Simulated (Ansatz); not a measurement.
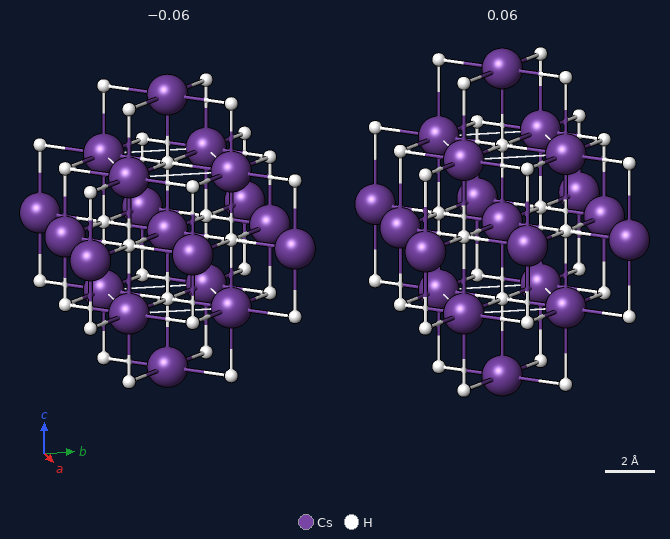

Solid CsH (set up in Fm-3m), under uniaxial strain along c (a, b relaxed, atoms fixed by symmetry), with energies (extrapolated to zero smearing) counted from the relaxed crystal, which is the row at zero; the cubic crystal is set up in a tetragonal cell with a = a(cubic)/√2 and c = a(cubic). The picture shows the first and the last member. A ball-and-stick model of the cell of the calculation, seen slightly off an axis.

Computed with Ansatz 0.2.0: DFT LDA, scalar-relativistic, plane waves, PAW. Settings: plane-wave cutoff 420 eV; k-point mesh 6 × 6 × 6; occupations gaussian; smearing width 0.02 eV; no spin polarisation; force threshold 0.008 eV/Å.

```json
{"strain": "−0.06", "energy (meV/atom)": "13.17", "a (Å)": "4.318", "c (Å)": "5.736", "band gap (eV)": "1.61"}
{"strain": "−0.04", "energy (meV/atom)": "5.32", "a (Å)": "4.315", "c (Å)": "5.858", "band gap (eV)": "1.67"}
{"strain": "−0.02", "energy (meV/atom)": "1.17", "a (Å)": "4.314", "c (Å)": "5.980", "band gap (eV)": "1.72"}
{"strain": "0.0", "energy (meV/atom)": "0.00", "a (Å)": "4.315", "c (Å)": "6.102", "band gap (eV)": "1.75"}
{"strain": "0.02", "energy (meV/atom)": "1.18", "a (Å)": "4.308", "c (Å)": "6.224", "band gap (eV)": "1.78"}
{"strain": "0.04", "energy (meV/atom)": "?", "a (Å)": "?", "c (Å)": "?", "band gap (eV)": "?"}
{"strain": "0.06", "energy (meV/atom)": "8.72", "a (Å)": "4.300", "c (Å)": "6.468", "band gap (eV)": "1.82"}
```

Q: Estimate the missing row from the others, and compare with the calculation.

A: A parabola through three neighbouring rows (0.0, 0.02, 0.06) gives, with Lagrange weights, (−0.3333)(0.00) + (1.0000)(1.18) + (0.3333)(8.72) = 4.09 meV/atom. The calculation gives 4.23 meV/atom (a = 4.304 Å, c = 6.346 Å). The estimate is 0.14 meV/atom too low. For the gap a parabola through the rows 0.0, 0.02, 0.06 gives 1.80 eV, and the calculation 1.80 eV (semilocal gaps, lower than measured ones as a rule). From the first member to the last: Cs–H 2.868 → 3.234 Å, Cs–H 3.053 → 3.040 Å.

The whole series:

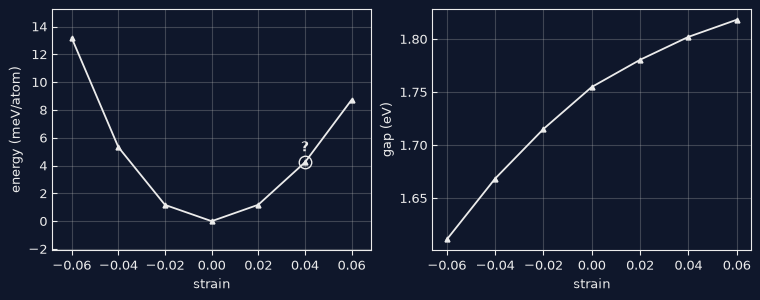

Each member starts from this one structure; whether another phase lies lower wasn't checked.
